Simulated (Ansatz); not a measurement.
System: Y.

```cif
data_structure
_symmetry_space_group_name_H-M 'P 1'
_symmetry_Int_Tables_number 1
_cell_length_a 5.9310
_cell_length_b 5.9310
_cell_length_c 3.6534
_cell_angle_alpha 90.000
_cell_angle_beta 90.000
_cell_angle_gamma 120.000
_cell_volume 111.30
loop_
_atom_site_label
_atom_site_type_symbol
_atom_site_fract_x
_atom_site_fract_y
_atom_site_fract_z
_atom_site_occupancy
Y1 Y 0.00000 0.00000 0.00000 1
Y2 Y 0.33333 0.66667 0.50000 1
Y3 Y 0.66667 0.33333 0.50000 1
```

Space group P6/mmm; set up as Y, omega (AlB2-type); a generated structure, not necessarily the stable one; changed on purpose from its base cell (volume × 1.12); computed pressure about −4 GPa in this cell; spin-polarised.

All numbers below come from DFT, r2SCAN, plane waves (500 eV) with PAW, scalar-relativistic (Ansatz 0.2.0).

Q: Predict the valence pseudo-density, electron localisation function and spin density between the atoms.

A: Y–Y (3.65 Å): the density is about 0.07 e/Å³ at the midpoint; the ELF is about 0.10 at the midpoint: no shared electron pair shows on this line.
The spin density sits on Y: +0.4 μB in one cell of 3 atoms: parallel main moments, as they must be, since the calculation's own cell holds one magnetic site. The cell of the calculation (3 atoms) carries 1.7 μB of net spin moment.

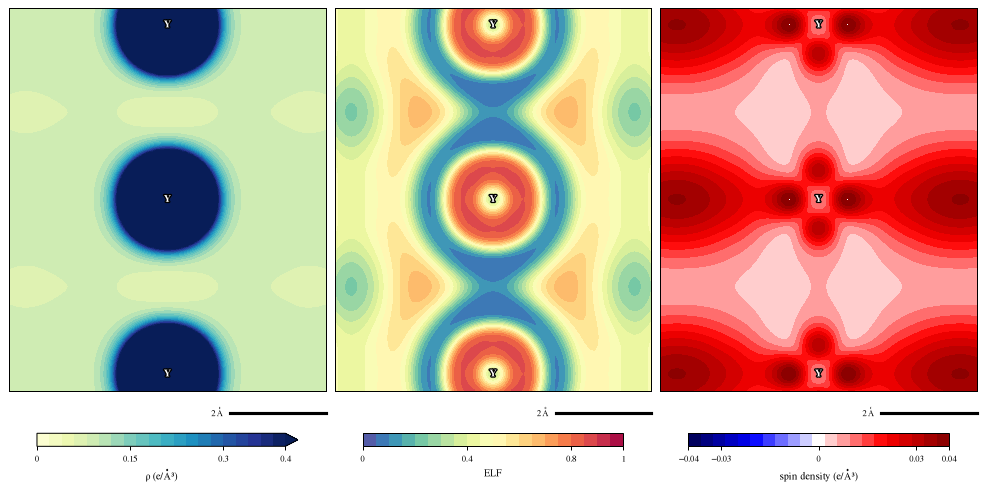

Computed valence pseudo-density, electron localisation function and spin density on the (100) plane of the conventional cell, in this order. 

The density is the valence pseudo-density of a PAW calculation; it isn't the true density close to the nuclei.
